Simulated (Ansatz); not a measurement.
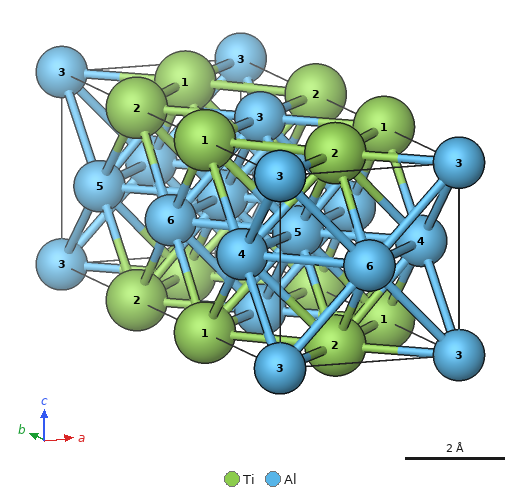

This is a crystal of TiAl2 (set up in Cmmm). A ball-and-stick model of the conventional cell (2 times the calculation's cell), seen slightly off an axis. Lengths and directions refer to the drawn axes.

These are results of DFT PBEsol, scalar-relativistic, plane waves, PAW in Ansatz, not measurements. (plane-wave cutoff 420 eV; k-point mesh 10 × 10 × 10; occupations gaussian; smearing width 0.1 eV; no spin polarisation)

The variant: The volume is changed by +6.0 %. The atoms are relaxed in that cell.

Q: What does the calculation give for the changed structure?

A: It costs 18.2 meV per atom. The pressure goes from 0.0 to −5.9 GPa. The volume changes by +6.0 %, with a 3.901 → 3.976 Å (+1.9 %), b 12.053 → 12.286 Å (+1.9 %), c 3.972 → 4.052 Å (+2.0 %). The largest moves relative to the cell, 0.010 Å, are those of Al4 and Al5. Al5 goes along −b. By element the largest moves are Al 0.010 Å, Ti 0.006 Å. Near-neighbour distances before and after: Ti–Ti 2.986 → 3.053 Å, Al–Al 2.879 → 2.942 Å, Al–Al 2.854 → 2.916 Å, Al–Ti 2.791 → 2.847 Å. The space group stays Cmmm (No. 65).

The changed structure in the same view:

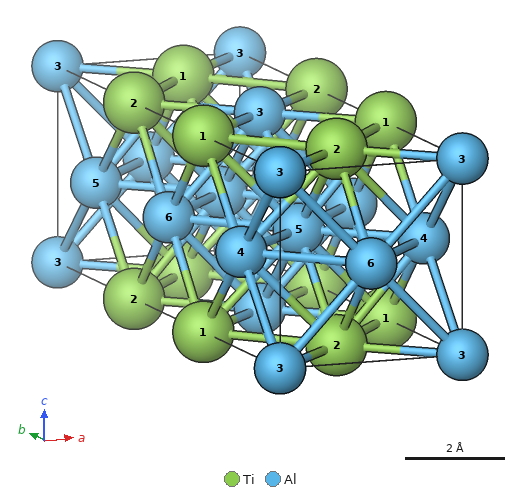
